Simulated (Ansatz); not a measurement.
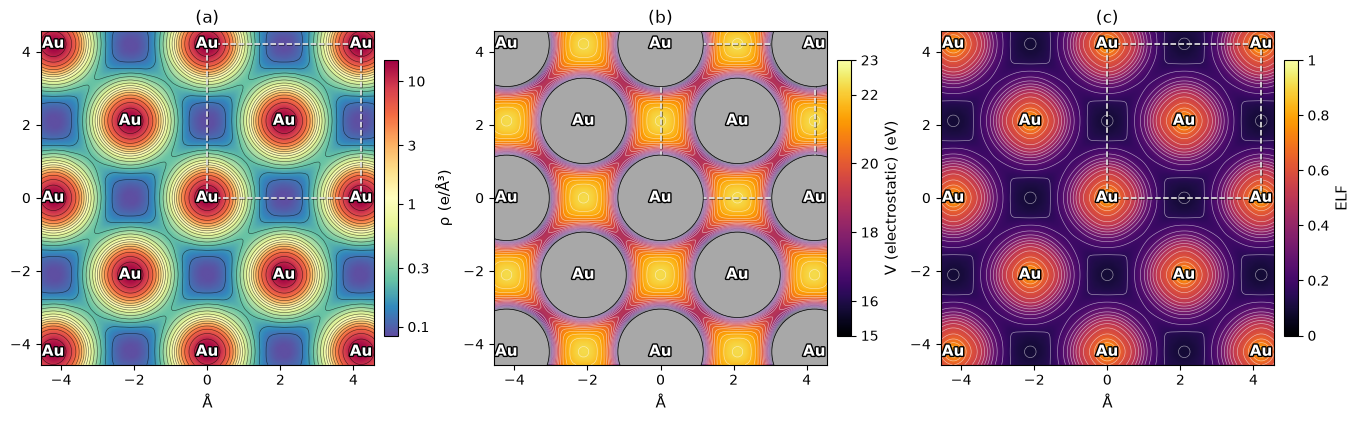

The picture shows: Au. (a) valence pseudo-density; (b) electrostatic potential energy of an electron; (c) electron localisation function on the (100) plane of the conventional cell. Grey discs cover the atomic cores in the potential map.

Space group Fm-3m; changed on purpose from its base cell (strain +0.030 along x and y, +0.030 along z, atoms carried along); computed pressure about −13 GPa in this cell; computed without spin polarisation.

These are results of Ansatz, DFT PBEsol, scalar-relativistic, plane waves, PAW, not measurements.

The density is the valence pseudo-density of a PAW calculation; it isn't the true density close to the nuclei.

```
CELL_PARAMETERS angstrom
4.21373 0.00000 0.00000
0.00000 4.21373 0.00000
0.00000 0.00000 4.21373
ATOMIC_POSITIONS crystal
Au 0.00000 0.00000 0.00000
Au 0.50000 0.50000 0.00000
Au 0.50000 0.00000 0.50000
Au 0.00000 0.50000 0.50000
```

Read the bonding off the picture.

The plane passes through Au nuclei.
Au–Au (2.98 Å): ρ at the midpoint is about 0.23 e/Å³; the ELF is about 0.20 at the midpoint: no localised pair shows between them.
Between the atoms the lowest density in this plane is 0.08 e/Å³.
The features right at Au lie inside the PAW spheres, where the map follows smoothed inner orbitals and isn't to be read closely.
Outside the cores the potential energy rises away from the atoms and is highest about 2.1 Å from the nearest atoms; its zero is arbitrary.

Does the calculation give a band gap?

It is metallic or semimetallic at this level of theory: no gap opens.
